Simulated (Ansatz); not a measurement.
## Electronic structure of ZrO$_{5}$ in real space

Input

```
crystal:
  lattice:
    - [4.2896236192, 0.0, 0.0]
    - [-2.1448118096, 3.7149230269, 0.0]
    - [0.0, 0.0, 5.6262913359]
  atoms:
    - { symbol: Zr, position: [0.0, 0.0, 0.0] }
    - { symbol: O, position: [0.5, 0.0, 0.0] }
    - { symbol: O, position: [0.0, 0.5, 0.0] }
    - { symbol: O, position: [0.5, 0.5, 0.0] }
    - { symbol: O, position: [0.0, 0.0, 0.3878880225], spin: 0.38 }
    - { symbol: O, position: [0.0, 0.0, 0.6121119775], spin: 0.38 }
basis:
  ecutwfc: 420
kpoints:
  mp_grid: { grid: [12, 12, 8] }
  band_path:
    path:
      - [[0.0, 0.0, 0.0], [0.5, 0.0, 0.0], [0.33333333, 0.33333333, 0.0], [0.0, 0.0, 0.0], [0.0, 0.0, 0.5], [0.5, 0.0, 0.5], [0.33333333, 0.33333333, 0.5], [0.0, 0.0, 0.5]]
      - [[0.5, 0.0, 0.5], [0.5, 0.0, 0.0]]
      - [[0.33333333, 0.33333333, 0.5], [0.33333333, 0.33333333, 0.0]]
    npoints: 14
hamiltonian:
  xc: pbe
scf:
  occupations: { method: gaussian, width: 0.1 }
  n_extra_bands: 15
output:
  forces: true
  stress: true
  eigenvalues: true
  populations: true
  dos: { projected: true, de: 0.02, nscf_kmesh: { grid: [15, 15, 10] } }
  bader: true
  write_density: true
  write_potential: true
  elf: true
  volumetric_format: npy
magnetization:
  spin_polarized: true
checkpoint:
  read: start.run
  write: ck
  compress: false
  write_wavefunctions: false
  write_every: 100000
```

Command:

```sh
ansatz run input.yaml --threads 1 --pin off --max-ram 2560MiB --backend cpu --events-out ev --progress --plain --runs-dir out
```

Below, planes, directions and counts refer to the conventional cell (a = 4.29 Å, b = 4.29 Å, c = 5.63 Å, α = 90.00°, β = 90.00°, γ = 120.00°).

Space group P6/mmm; a structure generated by program, which may or may not match a known phase; spin-polarised.

Method: DFT PBE, scalar-relativistic, plane waves, PAW in Ansatz.

Core electrons are frozen (PAW), and the valence fields are smoothed inside the atomic spheres.

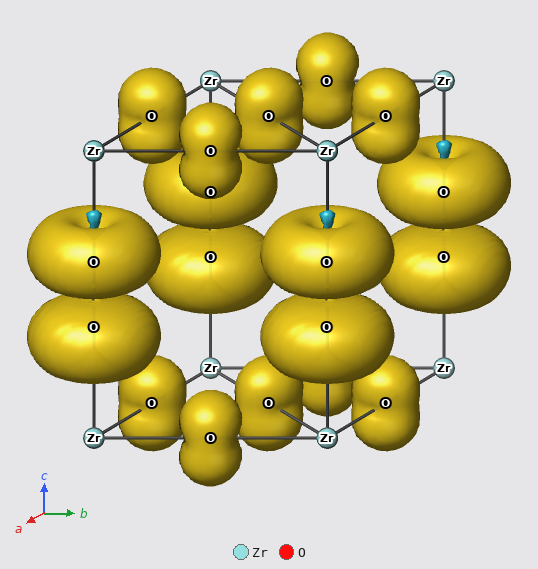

Figure 1. Isosurfaces of the spin density (up minus down) at +0.01 (yellow) and −0.01 e/Å³ (cyan), seen at an oblique angle. Sticks mark near contacts.

> Which atoms carry the moments, and with what signs?

The spin density sits on O: +0.3 μB (×2) in one cell of 6 atoms: parallel main moments (a ferromagnetic arrangement) in this solution. The cell of the calculation (6 atoms) carries 1.3 μB of net spin moment.

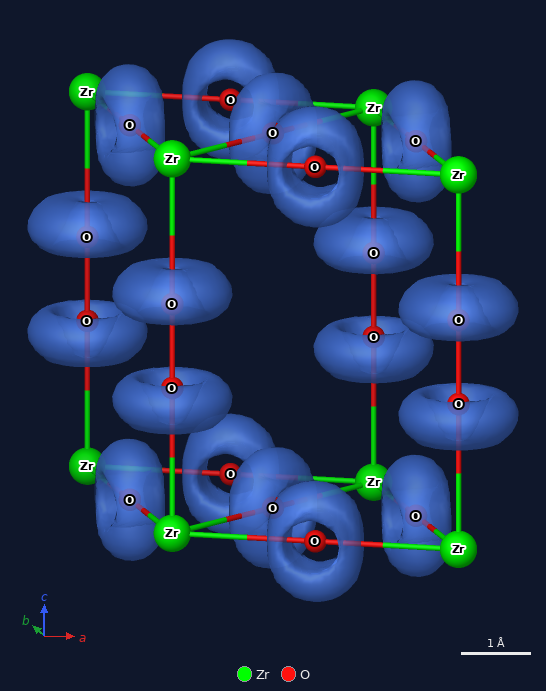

Figure 2. Isosurface of the electron localisation function at 0.8 (blue), seen slightly off an axis. Only the valence region is drawn (cores and ρ < 0.01 e/Å³ removed). Sticks mark near contacts.

> Where are the electrons localised?

The ELF exceeds this value in five regions wrapped around O (the valence shell of each), counted in one cell of 6 atoms. Any copies at cell faces, edges or corners count once. Along the contacts the grid gives the following. O–O (1.26 Å): the ELF peaks at about 0.80 between the atoms. Zr–O (2.14 Å): the ELF peaks at about 0.85 in the valence shell of O, 0.6 Å from its nucleus, and drops to about 0.15 between the two atoms; no shared electron pair shows on this line.

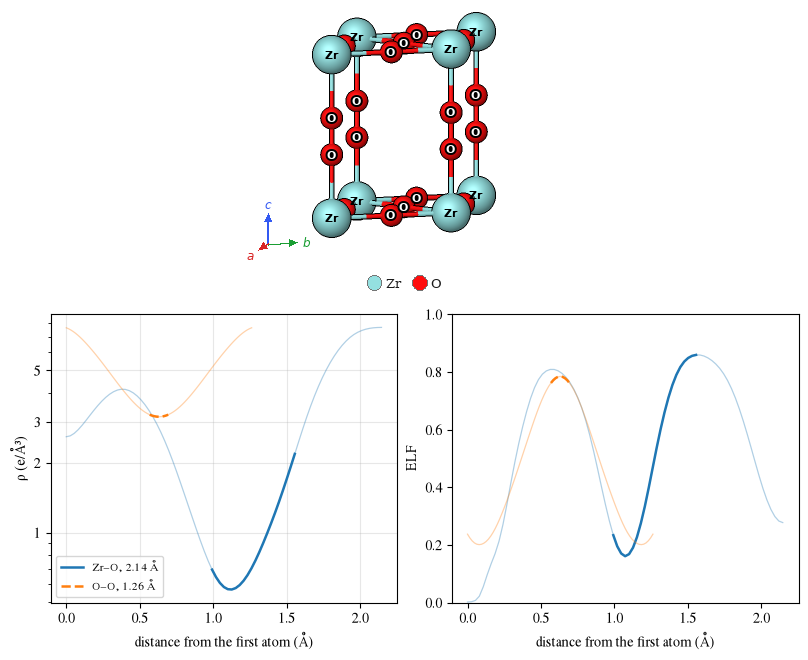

Figure 3. Valence charge density (pseudo) and ELF along straight lines between neighbouring atoms. Thin, pale parts lie inside the atomic spheres. The structure is drawn too.

> What can be read from the curves?

Zr–O (2.14 Å): ρ at the midpoint is about 0.58 e/Å³; the ELF peaks at about 0.85 in the valence shell of O, 0.6 Å from its nucleus, and drops to about 0.15 between the two atoms (no shared electron pair shows on this line).
O–O (1.26 Å): the density is about 3.2 e/Å³ at the midpoint; the ELF peaks at about 0.80 between the atoms.

> Metal or insulator at this level of theory?

It is metallic or semimetallic at this level of theory: no gap opens.

> Which way does charge flow, and how much by Bader's partition?

Electrons move from Zr towards O. Bader charges: Zr +2.62 and O −0.69 to −0.27 e.
